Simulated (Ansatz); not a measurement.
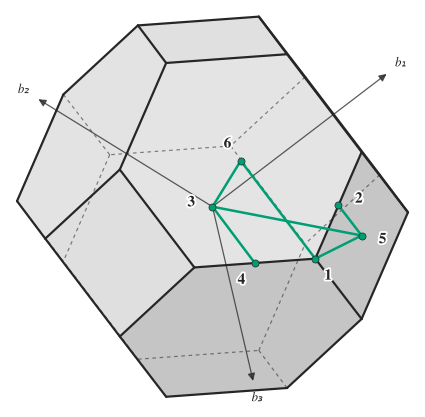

For ZnSe, the geometry relaxed with DFT, PBE, plane waves, PAW (Ansatz); the starting structure was generated, so it need not be a known form of this composition: the first Brillouin zone of a face-centred cubic lattice (cF; extended symbol cF2) is drawn with its special points numbered. The drawing is computed from the coordinates (standard cell, symmetry found to 0.002 Å).

a = 5.732 Å, b = 5.732 Å, c = 5.732 Å, α = 90.00°, β = 90.00°, γ = 90.00°.

Labels and path follow the convention of Hinuma et al. (2017), as computed by seekpath; the arrows show the directions of the reciprocal primitive vectors b₁, b₂, b₃, in which coordinates are given.

Q: Which special point is each number?

A:
```csv
no.,label,coordinates
1,W,"(1/2, 1/4, 3/4)"
2,U,"(5/8, 1/4, 5/8)"
3,Γ,"(0, 0, 0)"
4,K,"(3/8, 3/8, 3/4)"
5,X,"(1/2, 0, 1/2)"
6,L,"(1/2, 1/2, 1/2)"
```
